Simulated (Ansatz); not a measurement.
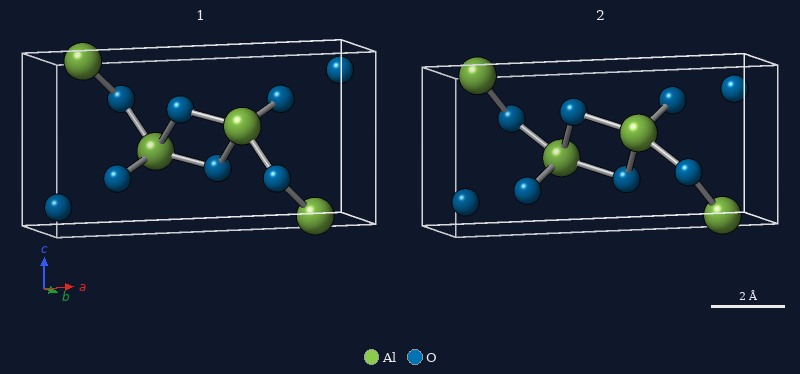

Two geometries of solid AlO2 (set up in Pnma) (coarse preliminary run), drawn at one scale. One is the start of a relaxation, the other its converged end. The picture is a ball-and-stick view of the cell of the calculation, seen from a free direction.

These are results of DFT PBE, scalar-relativistic, plane waves, PAW in Ansatz 0.2.0, not measurements. Set-up: plane-wave cutoff 420 eV; k-point mesh 2 × 8 × 4; occupations gaussian; smearing width 0.1 eV; collinear spin; cell and atoms relaxed; force threshold 0.05 eV/Å; at most 80 steps.

> Which one is relaxed?

Structure 1 is the relaxed one. The largest moves relative to the cell, 0.39 Å, are those of O atoms. Largest moves by element: O 0.39 Å, Al 0.16 Å. The volume changes by +10.8 %, with a 9.440 → 9.354 Å (−0.9 %), b 2.840 → 2.919 Å (+2.8 %), c 4.420 → 4.810 Å (+8.8 %). Near-neighbour distances that change, for instance: Al–O 1.980 → 2.134 Å, Al–O 2.019 → 1.896 Å, Al–O 1.863 → 1.810 Å, Al–O 1.839 → 1.824 Å. Bond angles that change, for instance: O–Al–O 160.9° → 140.5°, O–Al–O 77.0° → 64.7°, Al–O–Al 103.0° → 115.3°. The space group stays Pnma (No. 62). The energy falls by 0.801 eV per cell of the calculation in 9 accepted moves (12 points after the start). The largest force component goes from 1 to 0.045 eV/Å. Pressure: −0.04 GPa at the start and 0.18 GPa at the end. The line search rejected the trial step at point 9 of the run. At 2 points the geometry stayed and the basis and grid were re-selected for the new cell (energy shift of 0.111 eV per cell of the calculation at most each time).
